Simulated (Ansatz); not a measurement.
SrTiO₃: the geometry relaxed with DFT, PBEsol, plane waves, PAW in Ansatz; the starting structure was generated, so it need not be a known form of this composition.

```xyz
10
Lattice="5.5010 0.0000 0.0000 -2.7501 4.7669 0.0000 -0.0018 -3.1749 4.4999" Properties=species:S:1:pos:R:3 pbc="T T T"
Sr    0.0216   -3.1304    4.4664
Ti    0.0251    0.0596    3.3260
O     0.0870   -1.6100    2.2836
O    -1.2315    0.8129    2.1381
O     1.5149    0.7479    2.3950
Sr    2.7664   -1.5431    2.2168
Ti    2.7645    1.6473    1.0762
O     2.7006   -0.0169    0.0256
O     1.2729    2.3404    0.1487
O     4.0176   -0.7686    4.3920
```

Describe how the polyhedra about Ti are linked (bonds: O–Ti below 2.3 Å).

Ti: TiO6 octahedron, sharing corners with six neighbours.

They form a three-dimensional framework of corner-sharing octahedra.

Centre to centre across a shared corner: 3.88 to 3.90 Å.

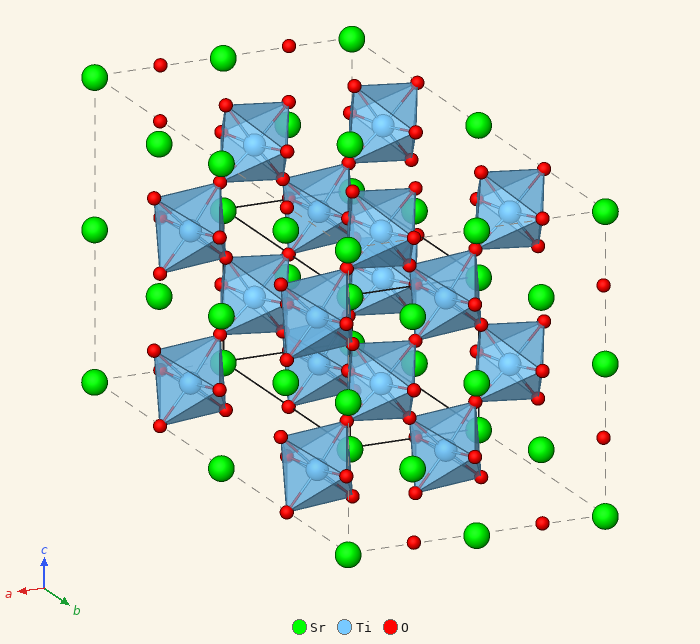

Polyhedra are drawn about Ti (bonds: O–Ti below 2.3 Å); other atoms are plain spheres.
